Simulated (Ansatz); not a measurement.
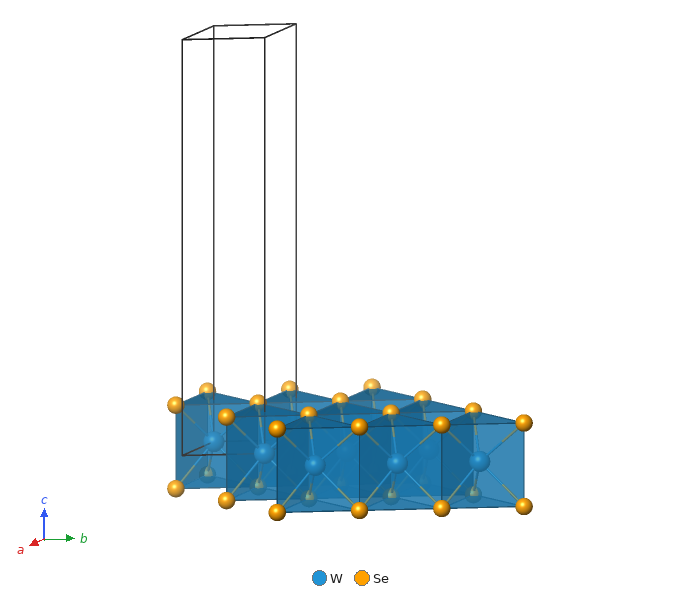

Polyhedra are drawn about W (bonds: Se–W below 2.8 Å); other atoms are plain spheres.

WSe2 (space group P-6m2, No. 187): coordinates from a relaxation with DFT PBEsol, scalar-relativistic, plane waves, PAW in Ansatz.

Question: What figure surrounds each W atom, and what does it share with the other drawn polyhedra?

Answer: W: WSe6 trigonal prism, sharing edges with six neighbours.

Question: How do these polyhedra hang together as a whole?

Answer: They form layers of edge-sharing trigonal prisms parallel to (001).
